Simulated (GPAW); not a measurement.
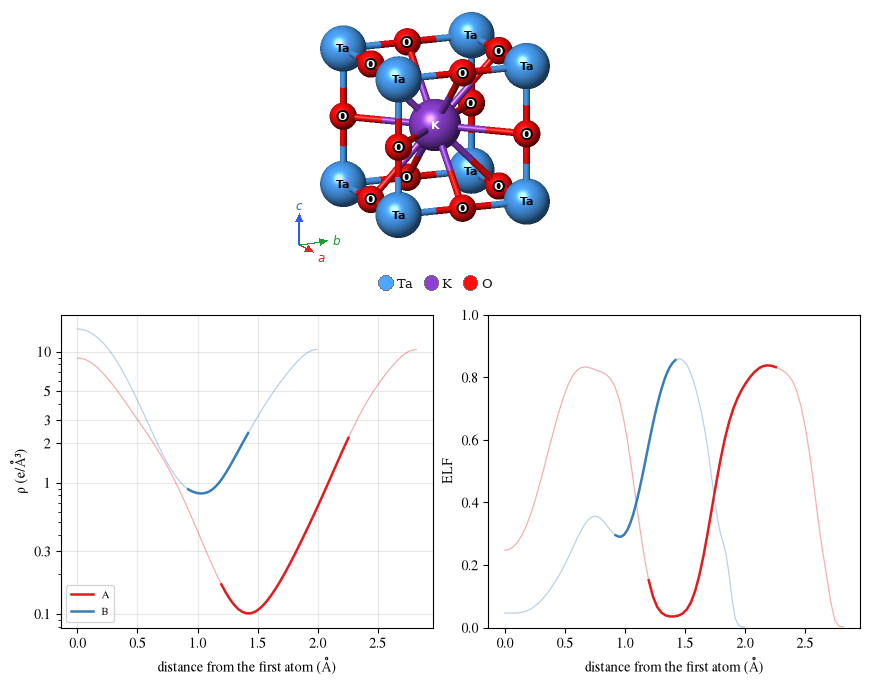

Figure 1: KTaO$_{3}$. Valence charge density (pseudo) and ELF along straight lines between neighbouring atoms. Thin, pale parts lie inside the atomic spheres. The structure is drawn too.

Space group Pm-3m; computed pressure about 6 GPa in this cell.

The calculation used Kohn-Sham DFT of a periodic cell, PBE, GPAW PAW data sets (gpaw-data 1.2.1) in GPAW.

Core electrons are frozen (PAW), and the valence fields are smoothed inside the atomic spheres.

### Which curve belongs to which contact (K–O and Ta–O)? The first atom named is at distance zero.

Curve A: K–O (2.82 Å): ρ is about 0.1 e/Å³ halfway; the ELF is about 0.05 at the midpoint: a largely ionic contact. Curve B: Ta–O (1.99 Å): ρ at the midpoint is about 0.83 e/Å³; the ELF peaks at about 0.85 in the valence shell of O, 0.5 Å from its nucleus, and is about 0.30 at the midpoint; no localised pair shows between them.
